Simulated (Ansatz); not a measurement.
N: several calculations on one system

### Relaxation

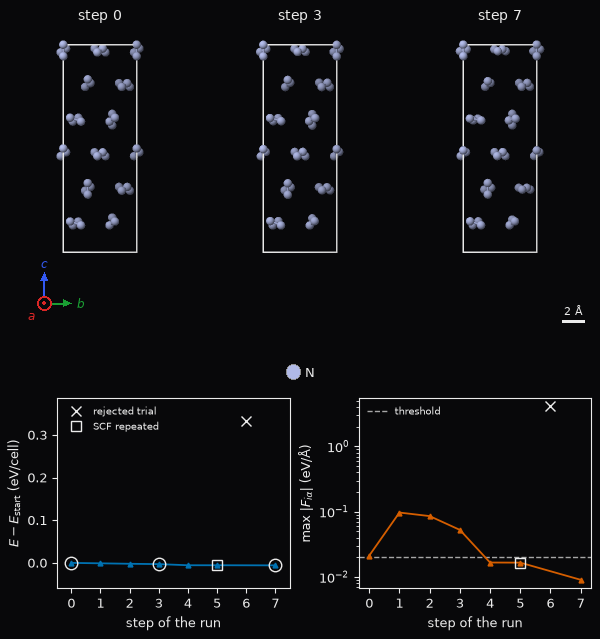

Frames of a relaxation of a defect cell of composition N, marked on the history of the run. The picture is a ball-and-stick view of the conventional cell (3 times the calculation's cell) (origin shifted), seen along the a axis. Lengths and directions refer to the drawn axes.

Case: N vacancy after atom 11 has jumped, atoms relaxed.

All numbers below come from DFT PBE+D3(BJ), scalar-relativistic, plane waves, PAW in Ansatz 0.2.0. Settings: plane-wave cutoff 420 eV; k-point mesh 4 × 4 × 4; occupations gaussian; smearing width 0.05 eV; no spin polarisation; atoms relaxed in a fixed cell; force threshold 0.02 eV/Å; at most 50 steps.

Q: What happens along the run?

A: The largest move is that of an N atom, 0.18 Å along −c. The cell doesn't change. After 5 accepted moves (7 points after the start) the energy has fallen by 5.8 meV per cell of the calculation. The largest force component goes from 0.021 to 0.0091 eV/Å. The line search rejected the trial step at point 6 of the run. 1 step only repeated the SCF at the same geometry. The forces were under the threshold at step 4, but the run went on from there. The run took 33 s on 4 threads of Intel(R) Xeon(R) 6975P-C (Granite Rapids) (shared host), peak memory 0.88 GiB. From step 0 to 3: an N atom moves most (0.06 Å), energy −2.9 meV per cell of the calculation. From step 3 to 7: an N atom moves most (0.12 Å), energy −2.9 meV per cell of the calculation.

```
step  E − E(0), meV/atom  largest force component, eV/Å                         note
   0                0.00                         0.0213                             
   1               -0.07                         0.0972                             
   2               -0.14                         0.0857                             
   3               -0.19                         0.0527                             
   4               -0.37                         0.0167                             
   5               -0.37                         0.0166  same geometry, SCF repeated
   6               22.20                         4.1024                     rejected
   7               -0.38                         0.0091
```

Limits of the set-up: the cell has an odd number of electrons but was run without spin polarisation; the periodic images lie only 8.1 Å apart, so the values are limited by the cell's size.

### Relaxation

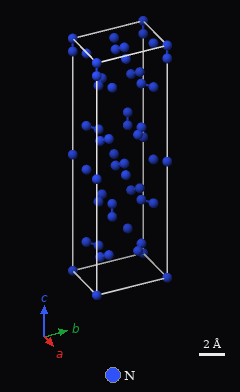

This is the input geometry for a relaxation of a defect cell of composition N. A ball-and-stick model of the conventional cell (3 times the calculation's cell) (origin shifted), seen slightly off an axis. Lengths and directions refer to the drawn axes.

Case: N vacancy, atoms relaxed.

All numbers below come from Ansatz, DFT PBE+D3(BJ), scalar-relativistic, plane waves, PAW.

Input file:
```yaml
crystal:
  lattice:
    - [-5.6998369331, 5.6998369331, 0.0]
    - [0.0, 5.6998369331, -5.6998369331]
    - [-5.6998369331, 0.0, -5.6998369331]
  atoms:
    - { symbol: "N", position: [0.0278902595, 0.0278902595, 0.9163292216] }
    - { symbol: "N", position: [0.0278902595, 0.9163292216, 0.5278902595] }
    - { symbol: "N", position: [0.5278902595, 0.4163292216, 0.0278902595] }
    - { symbol: "N", position: [0.9163292216, 0.5278902595, 0.5278902595] }
    - { symbol: "N", position: [0.4163292216, 0.0278902595, 0.0278902595] }
    - { symbol: "N", position: [0.5278902595, 0.0278902595, 0.5278902595] }
    - { symbol: "N", position: [0.0278902595, 0.5278902595, 0.0278902595] }
    - { symbol: "N", position: [0.9721010871, 0.9721010871, 0.0836967387] }
    - { symbol: "N", position: [0.4721010871, 0.4721010871, 0.5836967387] }
    - { symbol: "N", position: [0.4721010871, 0.5836967387, 0.9721010871] }
    - { symbol: "N", position: [0.9721010871, 0.0836967387, 0.4721010871] }
    - { symbol: "N", position: [0.5836967387, 0.9721010871, 0.9721010871] }
    - { symbol: "N", position: [0.0836967387, 0.4721010871, 0.4721010871] }
    - { symbol: "N", position: [0.9721010871, 0.4721010871, 0.9721010871] }
    - { symbol: "N", position: [0.4721010871, 0.9721010871, 0.4721010871] }
basis:
  ecutwfc: 420
kpoints:
  mp_grid: { grid: [4, 4, 4] }
hamiltonian:
  xc: pbe
  dispersion: d3bj
scf:
  occupations: { method: gaussian, width: 0.05 }
output:
  forces: true
  stress: true
  eigenvalues: true
  write_density: true
  write_potential: true
  elf: true
  volumetric_format: npy
relax:
  adjacent_minimum: "off"
  f_tol: 0.02
  max_steps: 50
```

Command:
```bash
ansatz run input.yaml --threads 4 --pin off --max-ram 9216MiB --backend cpu --events-out ev --progress --plain --runs-dir out
```

Q: Predict the outcome.

A: N9 moves most: 0.24 Å along −c. The lattice vectors keep their values. The energy falls by 6.3 meV per cell of the calculation in 8 accepted moves (12 points after the start). Largest force component: 0.022 eV/Å at the start, 0.0041 eV/Å at the end. The line search rejected the trial steps at points 6, 8, 11 of the run. 1 step only repeated the SCF at the same geometry. The forces were under the threshold at step 4, but the run went on from there. The run took 61 s on 4 threads of Intel(R) Xeon(R) 6975P-C (Granite Rapids), on a shared host, peak memory 0.85 GiB.

The end point in the same view:

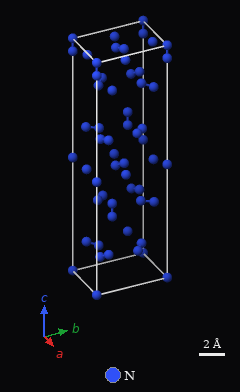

Limits of the set-up: the cell has an odd number of electrons but was run without spin polarisation; the periodic images lie only 8.1 Å apart, so the values are limited by the cell's size.

### Vacancy jump

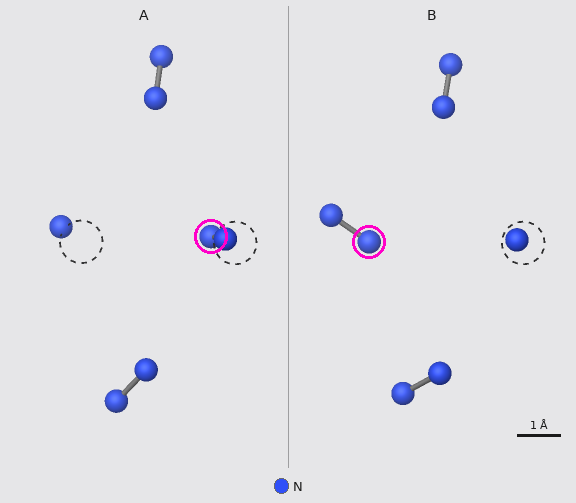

A vacancy jump of nitrogen in N (Pa-3 phase), in a neutral cell with 15 atoms, whose images lie 8.1 Å apart. One frame is the relaxed vacancy; in the other the neighbouring N atom (ringed) was set half-way along its jump of 3.61 Å and all atoms were relaxed in the symmetry of that start. Dashed circles mark empty sites. Style: ball-and-stick. Shown: the slice 3.8 Å thick through the jump, out to 4.6 Å from its middle, across the jump.

Computed with DFT PBE+D3(BJ), scalar-relativistic, plane waves, PAW (Ansatz 0.2.0). Settings: plane-wave cutoff 420 eV; k-point mesh 4 × 4 × 4; occupations gaussian; smearing width 0.05 eV; no spin polarisation; atoms relaxed in a fixed cell; force threshold 0.02 eV/Å.

Question: Which frame is the half-way one, and how far apart are the two in energy?

Answer: Frame A is the half-way start after relaxation. It lies 0.00 eV above the relaxed vacancy. The atom slides 0.34 of the jump length along the path, so the half-way point isn't stationary and this energy isn't the barrier. There it has 1 N as nearest neighbours, the closest at 1.10 Å. Both cells are metallic on the mesh.

Limits of the set-up: the cell has an odd number of electrons but was run without spin polarisation; the periodic images lie only 8.1 Å apart, so the values are limited by the cell's size.
